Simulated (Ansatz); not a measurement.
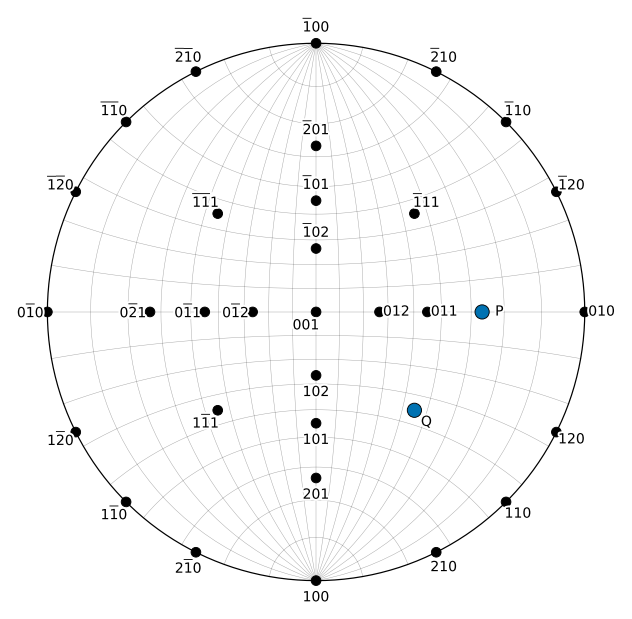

Crystal: GaAs, the geometry relaxed with Ansatz, DFT PBE, scalar-relativistic, plane waves, PAW. Stereographic projection of plane normals (upper hemisphere) centred on (0 0 1). All values are computed from the atomic coordinates in the standard setting (tolerance 0.002 Å).

a = 5.744 Å, b = 5.744 Å, c = 5.744 Å, α = 90.00°, β = 90.00°, γ = 90.00°.

### Index the poles marked P, Q.

P is (0 2 1), 63.4° from the centre; Q is (1 1 1), 54.7° from the centre.

### What is the angle between the normals of (1 2 0) and (1 1 1), and what are their d_hkl = 1/|g|?

39.2°; d = 2.569 Å and 3.316 Å.
